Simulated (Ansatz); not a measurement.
## Electronic structure of CdS in real space

The calculation's input:

```
crystal:
  lattice:
    - [4.1965610361, 0.0, 0.0]
    - [-2.098280518, 3.6343284658, 0.0]
    - [0.0, 0.0, 6.8288413438]
  atoms:
    - { symbol: Cd, position: [0.3333333333, 0.6666666667, -0.0007922] }
    - { symbol: Cd, position: [0.6666666667, 0.3333333333, 0.4992078] }
    - { symbol: S, position: [0.3333333333, 0.6666666667, 0.3757922] }
    - { symbol: S, position: [0.6666666667, 0.3333333333, 0.8757922] }
basis:
  ecutwfc: 420
kpoints:
  mp_grid: { grid: [9, 9, 4] }
  band_path:
    path:
      - [[0.0, 0.0, 0.0], [0.5, 0.0, 0.0], [0.33333333, 0.33333333, 0.0], [0.0, 0.0, 0.0], [0.0, 0.0, 0.5], [0.5, 0.0, 0.5], [0.33333333, 0.33333333, 0.5], [0.0, 0.0, 0.5]]
      - [[0.5, 0.0, 0.5], [0.5, 0.0, 0.0]]
      - [[0.33333333, 0.33333333, 0.5], [0.33333333, 0.33333333, 0.0]]
    npoints: 10
hamiltonian:
  xc: pbe
scf:
  occupations: { method: gaussian, width: 0.02 }
output:
  forces: true
  stress: true
  eigenvalues: true
  populations: true
  dos: { projected: true, de: 0.02 }
  bader: false
  write_density: true
  write_potential: true
  elf: true
  volumetric_format: npy
magnetization:
  noncollinear: true
  spin_orbit: true
```

Launched as:

```sh
ansatz run input.yaml --threads 2 --pin off --max-ram 5120MiB --backend cpu --events-out ev --progress --plain --runs-dir out
```

Below, planes, directions and counts refer to the conventional cell (a = 4.20 Å, b = 4.20 Å, c = 6.83 Å, α = 90.00°, β = 90.00°, γ = 120.00°).

Space group P6₃mc.

The calculation used DFT PBE, spin-orbit coupling, plane waves, PAW in Ansatz 0.2.0.

Core electrons are frozen (PAW), and the valence fields are smoothed inside the atomic spheres.

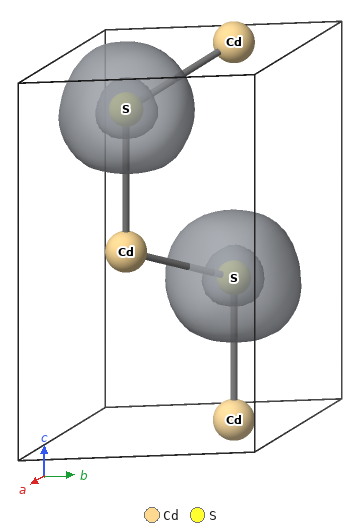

Figure 1. Isosurface of the ELF at 0.7 (grey), seen slightly off an axis. Core shells and regions of very low density are left out. Sticks mark near contacts.

### What do the ELF domains correspond to?

The surface consists of two regions wrapped around S (the valence shell of each), counted in one cell of 4 atoms. Any copies at cell faces, edges or corners count once.


Cd–S (2.57 Å): the ELF peaks at about 0.90 in the valence shell of S, 0.8 Å from its nucleus, and is about 0.35 at the midpoint.

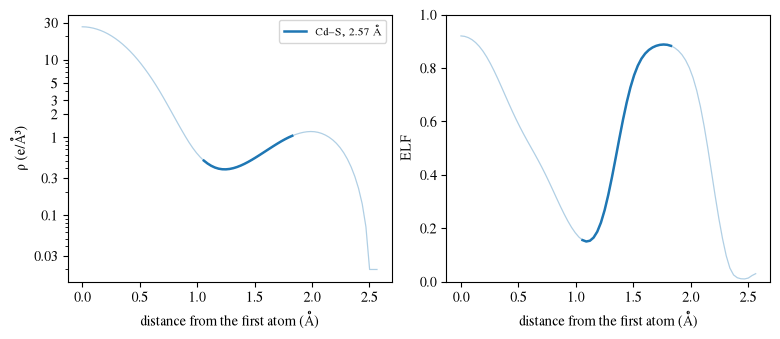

Figure 2. Valence electron density and ELF along straight lines between neighbouring atoms. Thin, pale parts lie inside the atomic spheres.

### What can be read from the curves?

Cd–S (2.57 Å): ρ is about 0.39 e/Å³ halfway; the ELF peaks at about 0.90 in the valence shell of S, 0.8 Å from its nucleus, and is about 0.35 at the midpoint.

### Does the calculation make it a metal, or give it a gap?

It is gapped, with a Kohn–Sham gap of 1.1 eV on the k-point mesh, an upper bound to the gap of this method.
